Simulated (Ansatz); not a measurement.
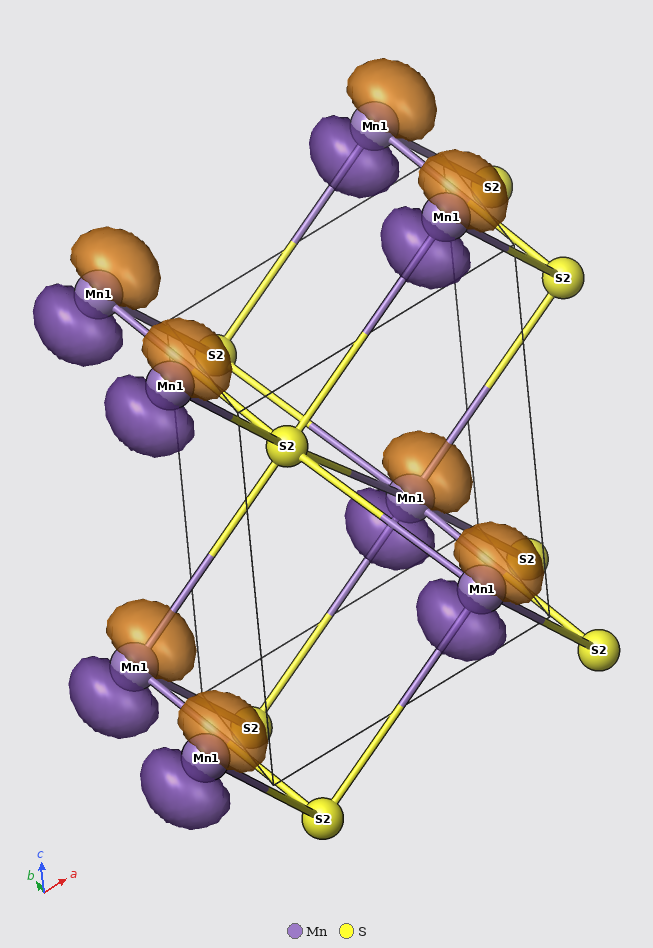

MnS: one atom of the 2-atom cell (and its periodic copies) was moved a little. Density after less density before, orange at +0.8 and purple at −0.8 e/Å³, seen slightly off an axis; cell a = 3.68 Å, b = 3.68 Å, c = 3.68 Å, α = 60.00°, β = 60.00°, γ = 60.00°. The lobes lie largely inside the PAW sphere, where the density is a smoothed one.

Space group Fm-3m; the calculation finds a residual pressure of about −7 GPa at this fixed cell; spin-polarised. Net moment 4.7 μB in the 2-atom cell of the calculation; other magnetic orders weren't tried.

Method: DFT PBEsol, scalar-relativistic, plane waves, PAW (Ansatz).

Q: Find the displaced atom and its direction.

A: Mn1 moved towards the orange lobe, up and to the right in the picture. In the run the shift was 0.05 Å along [1 −1 1] in the axes of the cell drawn.

Q: How much does the computed force on the atom change?

A: The force on it changes by 0.12 eV/Å along the move, against it: a stiffness of about 2.3 eV/Å² for this sublattice shift.
